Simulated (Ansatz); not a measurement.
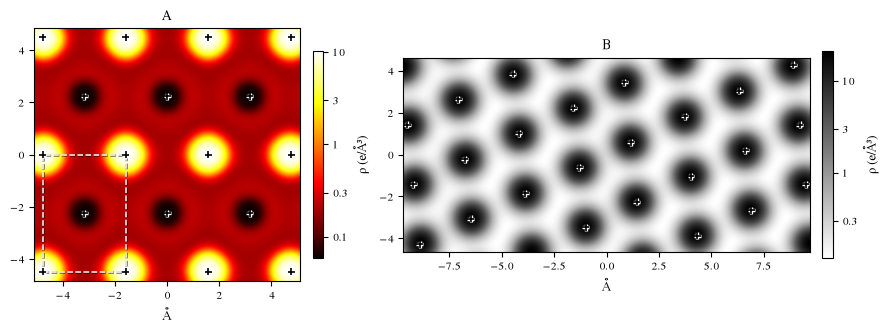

The valence pseudo-density of 2 systems, each on a plane through atoms (crosses mark nuclei in the plane).

The calculation used DFT r2SCAN, scalar-relativistic, plane waves, PAW (Ansatz).

System 1: Ag, the (010) plane of the conventional cell. Space group C2/m; a structure from a database of computed crystals, not necessarily the ambient phase; not relaxed (largest force 0.4 eV/Å); computed pressure about −2 GPa in this cell; computed without spin polarisation.

```
CELL_PARAMETERS angstrom
6.50014 -6.50014 -16.31159
3.31131 3.31131 0.00000
1.65565 -1.65565 1.65565
ATOMIC_POSITIONS crystal
Ag 0.71774 0.50000 0.14516
Ag 0.21774 0.00000 0.14516
Ag 0.78226 0.00000 0.85484
Ag 0.28226 0.50000 0.85484
Ag 0.57258 0.50000 0.71505
Ag 0.07258 0.00000 0.71505
Ag 0.64516 0.00000 0.43011
Ag 0.14516 0.50000 0.43011
Ag 0.92742 0.00000 0.28495
Ag 0.42742 0.50000 0.28495
Ag 0.50000 0.00000 0.00000
Ag 0.00000 0.50000 0.00000
Ag 0.85484 0.50000 0.56989
Ag 0.35484 0.00000 0.56989
```

System 2: TiAl, the (11̄0) plane of the conventional cell. Space group Pm-3m; a structure from a database of computed crystals, not necessarily the ambient phase; computed without spin polarisation.

### Match each panel to its system.

Panel A is system 2, TiAl: the plane holds Ti and Al. Ti–Al (2.75 Å): the density is about 0.2 e/Å³ at the midpoint. Panel B is system 1, Ag: the plane holds Ag. Ag–Ag (2.73 Å): ρ is about 0.27 e/Å³ halfway.
